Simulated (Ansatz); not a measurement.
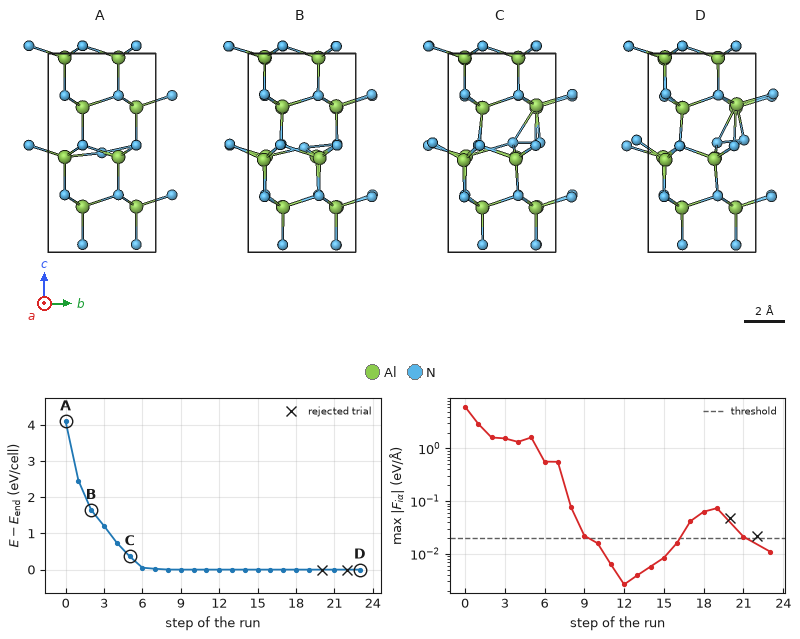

Frames of a relaxation of a defect cell of composition Al16N17, marked on the history of the run. Style: ball-and-stick. Shown: the cell of the calculation (origin shifted), along the a axis.

Case: N interstitial, charge +0, atoms relaxed.

Theory: DFT PBE, scalar-relativistic, plane waves, PAW (Ansatz 0.2.0). Settings: plane-wave cutoff 420 eV; k-point mesh 2 × 2 × 2; occupations gaussian; smearing width 0.02 eV; collinear spin; atoms relaxed in a fixed cell; force threshold 0.02 eV/Å; at most 60 steps.

What happens along the run?

Answer. The atom that moves furthest is an N atom (0.92 Å along [1 3 1]). By element the largest moves are N 0.92 Å, Al 0.24 Å. The lattice vectors keep their values. Among the contacts that change: Al–N 1.891 → 2.822 Å, Al–N 2.886 → 2.187 Å, N–N 1.802 → 2.456 Å, Al–N 1.902 → 2.525 Å. Bonds break: Al–N (1.89 → 2.82 Å). Bond angles that change, for instance: Al–N–N 66.2° → 103.2°, N–Al–N 154.8° → 119.8°, N–Al–N 155.2° → 123.3°. The energy falls by 4.096 eV per cell of the calculation in 21 accepted moves (23 points after the start). The largest force component goes from 6.2 to 0.011 eV/Å. The line search rejected the trial steps at points 20, 22 of the run. The forces were under the threshold at step 10, but the run went on from there. The program noted that the starting moments weren't kept. From step 0 to 2: an N atom moves most (0.30 Å), energy −2.450 eV per cell of the calculation. From step 2 to 5: an N atom moves most (0.53 Å), energy −1.279 eV per cell of the calculation. From step 5 to 23: an N atom moves most (0.26 Å), energy −0.367 eV per cell of the calculation.

```
step  E − E(0), meV/atom  largest force component, eV/Å      note
   0                0.00                         6.1989          
   1              -49.53                         2.9315          
   2              -74.23                         1.6136          
   3              -87.48                         1.5497          
   4             -101.59                         1.3308          
   5             -113.00                         1.6160          
   6             -122.50                         0.5620          
   7             -123.43                         0.5572          
   8             -124.07                         0.0764          
   9             -124.11                         0.0221          
  10             -124.11                         0.0159          
  11             -124.11                         0.0063          
  12             -124.11                         0.0026          
  13             -124.11                         0.0039          
  14             -124.11                         0.0058          
  15             -124.11                         0.0084          
  16             -124.11                         0.0163          
  17             -124.11                         0.0417          
  18             -124.11                         0.0631          
  19             -124.12                         0.0736          
  20             -124.10                         0.0475  rejected
  21             -124.12                         0.0212          
  22             -124.12                         0.0216  rejected
  23             -124.12                         0.0111
```

Limits of the set-up: the k-point mesh is coarse for a cell with partly filled bands; the periodic images lie only 6.3 Å apart, so the values are limited by the cell's size.
